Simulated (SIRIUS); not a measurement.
**Energy of Fe along an even scaling of the cell**

System: Fe (Im-3m, 1 atom in the cell).
Method: Kohn-Sham DFT of a periodic cell, PBEsol, dojo-sr-pbesol-0.4.1-standard, spin-polarised (SIRIUS 7.12.0).

The 7 runs differ only in the geometry, by an even scaling of the cell at fixed fractional positions. The structure derives from an entry of the Crystallography Open Database.

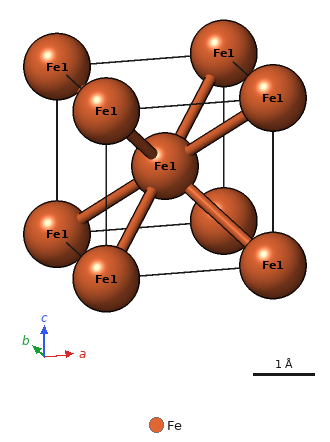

Figure 1. The structure of run 4 (ball-and-stick view of the cell 2 times as large as that of the calculation, set on its symmetry axes, seen slightly off an axis; atoms are numbered from 1 in the order of the input). An atom can appear more than once, as a periodic image.

## Input of run 4
```
{
  "control": {
    "processing_unit": "cpu",
    "verbosity": 2,
    "num_bands_to_print": 15,
    "print_forces": true,
    "print_stress": true
  },
  "parameters": {
    "electronic_structure_method": "pseudopotential",
    "xc_functionals": ["XC_GGA_X_PBE_SOL", "XC_GGA_C_PBE_SOL"],
    "gk_cutoff": 9.5,
    "pw_cutoff": 19.0,
    "ngridk": [13, 13, 13],
    "shiftk": [0, 0, 0],
    "smearing": "fermi_dirac",
    "smearing_width": 0.0018374661,
    "num_bands": 15,
    "num_mag_dims": 1,
    "num_dft_iter": 100,
    "energy_tol": 1e-08,
    "density_tol": 1e-06
  },
  "iterative_solver": {
    "type": "davidson",
    "min_tolerance": 1e-10
  },
  "mixer": {
    "type": "anderson",
    "beta": 0.5,
    "max_history": 8
  },
  "settings": {
    "tol_ne": 1e-10,
    "pseudo_grid_cutoff": 6.5,
    "smooth_initial_mag": true
  },
  "unit_cell": {
    "lattice_vectors": [
      [-2.726874797835, 2.726874797835, 2.726874797835],
      [2.726874797835, -2.726874797835, 2.726874797835],
      [2.726874797835, 2.726874797835, -2.726874797835]
    ],
    "atom_coordinate_units": "lattice",
    "atom_types": ["Fe"],
    "atom_files": {
      "Fe": "Fe.json"
    },
    "atoms": {
      "Fe": [
        [0.0, 0.0, 0.0, 0.0, 0.0, 3.0]
      ]
    }
  }
}
```

Command:
```bash
upf_to_json Fe.upf
OMP_NUM_THREADS=4 sirius.scf --input=sirius.json --output=out.json --task=0
```

Lattice vectors (Å) and fractional positions of run 4:
```
  -1.443000    1.443000    1.443000
   1.443000   -1.443000    1.443000
   1.443000    1.443000   -1.443000
Fe  0.000000  0.000000  0.000000
```

Run 5 differs from it as follows:
```diff
-      [-2.726874797835, 2.726874797835, 2.726874797835],
-      [2.726874797835, -2.726874797835, 2.726874797835],
-      [2.726874797835, 2.726874797835, -2.726874797835]
+      [-2.744934097637, 2.744934097637, 2.744934097637],
+      [2.744934097637, -2.744934097637, 2.744934097637],
+      [2.744934097637, 2.744934097637, -2.744934097637]
```

## Results, with one run withheld

| run | volume per atom (Å³) | free energy per atom, from the lowest run given (meV) | pressure (GPa) |
| --- | --- | --- | --- |
| 1 | 11.298 | 0.00 | −8.39 |
| 2 | 11.538 | 14.76 | −11.34 |
| 3 | 11.778 | 33.40 | −13.67 |
| 4 | 12.019 | 55.29 | −15.60 |
| 5 | 12.259 | ? | ? |
| 6 | 12.499 | 103.93 | −17.15 |
| 7 | 12.740 | 130.67 | −18.78 |

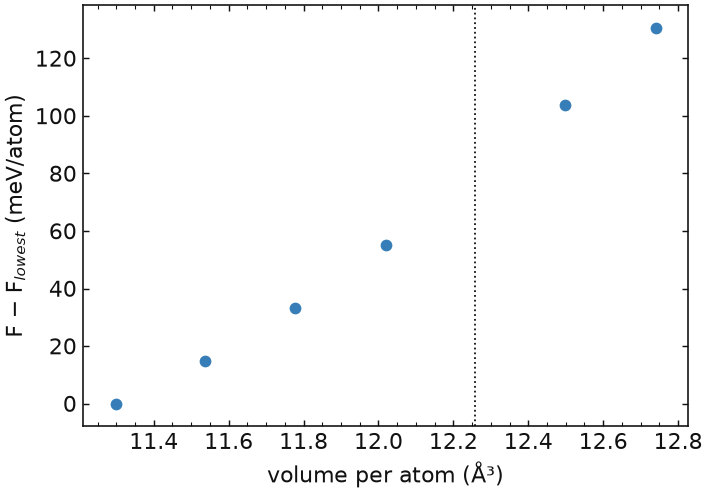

Figure 2. Free energy per atom of the runs given; the dotted line marks run 5.

Estimate the energy of run 5 from the others.

A cubic polynomial in V^(−2/3) (the Birch–Murnaghan form), fitted to the 6 runs given, misses them by at most 0.21 meV per atom. With x = V^(−2/3) − 0.19120 Å⁻², it reads F = 49.658 − 8674.4 x + 2.3534e+05 x² + 4.0503e+06 x³ (meV per atom). At run 5 it gives 78.80 meV per atom, and the run itself gives 79.16. The slope of the fit gives a pressure −dF/dV of −16.42 GPa there, and the run prints −16.24 GPa. The two needn't agree exactly: the fit is approximate, and the printed stress is taken on a finite basis. The fit has no minimum inside this range.

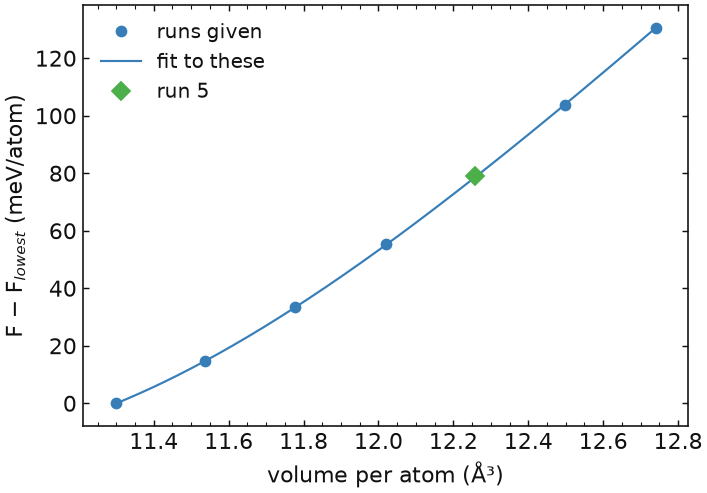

Figure 3. The fit and the withheld run.

## Some lines of the output (run 5)
```
[...]
[find] Total energy                   :    -125.21453289 (Ha),    -250.42906579 (Ry)
[find] Free energy (E-TS)             :    -125.21490649 (Ha),    -250.42981298 (Ry)
[find] Efermi                         :       0.61407200
[find] Total energy                   :    -125.21453272 (Ha),    -250.42906545 (Ry)
[find] Free energy (E-TS)             :    -125.21490651 (Ha),    -250.42981302 (Ry)
[find] Efermi                         :       0.61406054
[find] Total energy                   :    -125.21453280 (Ha),    -250.42906561 (Ry)
[find] Efermi                         :       0.61406196
[find] Total energy                   :    -125.21453281 (Ha),    -250.42906563 (Ry)
[find] Efermi                         :       0.61406223
[find] Total energy                   :    -125.21453283 (Ha),    -250.42906565 (Ry)
[find] Efermi                         :       0.61406339
[find] Total energy                   :    -125.21453283 (Ha),    -250.42906566 (Ry)
[find] Efermi                         :       0.61406349
```
